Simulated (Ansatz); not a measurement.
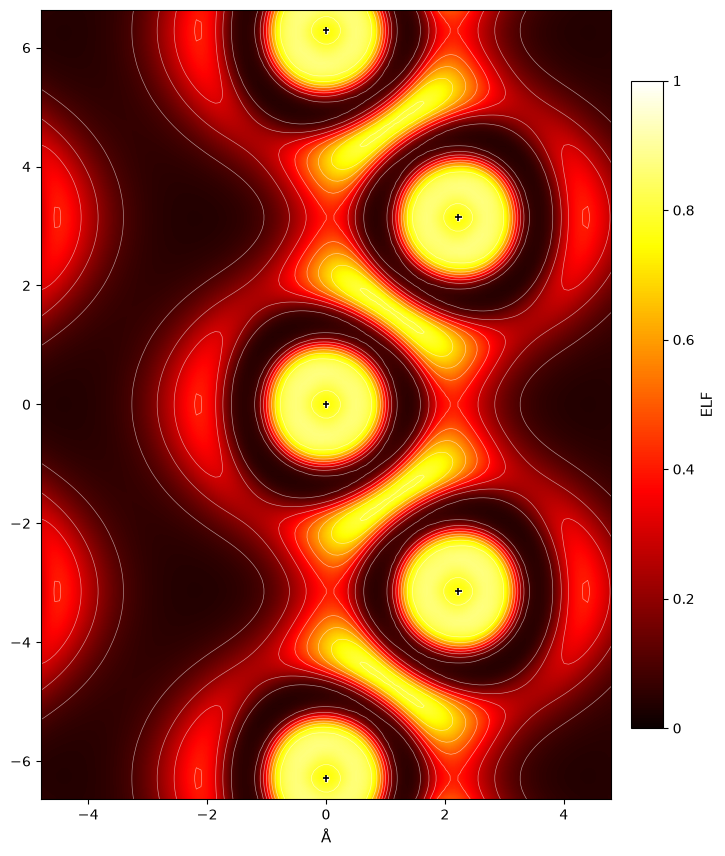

The ELF on a plane through atoms (crosses mark nuclei in the plane).

All numbers below come from Ansatz, DFT, RPBE, plane waves (420 eV) with PAW, scalar-relativistic.

Candidates:
A. Ta, a = 2.99 Å, b = 5.36 Å, c = 10.27 Å, α = 90.00°, β = 90.00°, γ = 90.01°. Space group Fddd; set up as Ta, beta-Sn type; a generated structure, not necessarily the stable one; changed on purpose from its base cell (volume × 1.08); computed pressure about −12 GPa in this cell.
B. Cr, a = 2.41 Å, b = 4.93 Å, c = 8.10 Å, α = 90.00°, β = 90.00°, γ = 90.00°. Space group Fddd; set up as Cr, beta-Sn type; a generated structure, not necessarily the stable one; computed without spin polarisation.
C. Ca, a = 8.90 Å, b = 8.90 Å, c = 8.90 Å, α = 90.00°, β = 90.00°, γ = 90.00°. Space group Fd-3m; set up as Ca, diamond; a generated structure, not necessarily the stable one; changed on purpose from its base cell (volume × 1.04).

**Which candidate gave the map?**

Candidate C: Ca on the (101) plane of the conventional cell, which holds Ca. Ca–Ca (3.85 Å): the ELF peaks at about 0.80 between the atoms.
